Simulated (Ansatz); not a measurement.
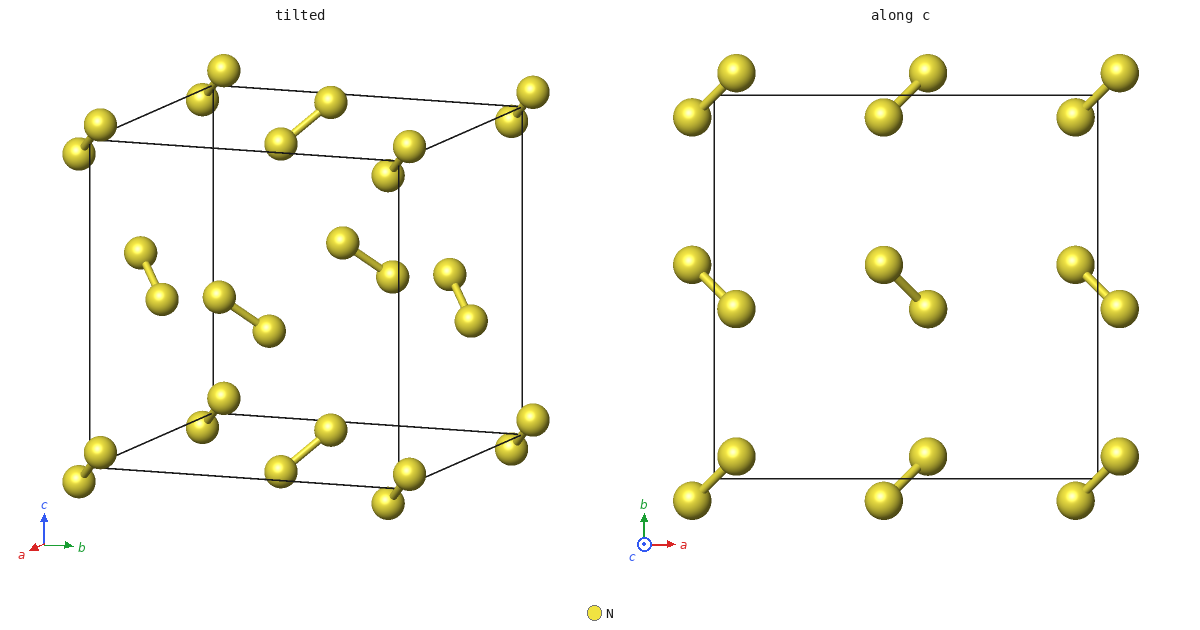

This ball-and-stick model is shown slightly off an axis and along the c axis. The parallelepiped is the unit cell.

N, a = 5.472 Å, b = 5.472 Å, c = 5.472 Å, α = 90.00°, β = 90.00°, γ = 90.00°. Within 0.01 Å the space group is Pa-3 (No. 205), primitive cubic. Origin of the cell: a structure listed in the Materials Project. Earlier steps of the study, as a rule a relaxation of our own, may have changed the cell and positions, so they can lie some per cent off the listed ones. An electronic-structure calculation with Ansatz was run on it.

This one geometry was computed with Ansatz (DFT, plane waves, PAW) at four levels of theory: PBE0, HSE06, PBE and r2SCAN.

Q: Which level gives the highest pressure at this volume, and what does that say about its equilibrium volume?

A: Highest: PBE (2.7 GPa), which points to the largest equilibrium volume. Lowest, with the smallest volume: PBE0 (-0.3 GPa) and HSE06 (-0.3 GPa). Levels within 0.5 GPa of each other can't be told apart.

Q: How does the band gap change with the level of theory?

A: PBE: a gap of 7.34 eV, indirect; r2SCAN: a gap of 8.00 eV, indirect; HSE06: a gap of 9.64 eV, indirect; PBE0: a gap of 10.45 eV, indirect.

Q: Collect the results in a table.

A:
| level | cutoff (eV) | k-mesh of the run's cell | gap (eV) | pressure (GPa) |
| --- | --- | --- | --- | --- |
| PBE0 | 420 | 4×4×4 | 10.45 | -0.3 |
| HSE06 | 420 | 4×4×4 | 9.64 | -0.3 |
| PBE | 420 | 6×6×6 | 7.34 | 2.7 |
| r2SCAN | 500 | 6×6×6 | 8.00 | 0.3 |

Gaps are taken on the k-mesh or band path of each run.
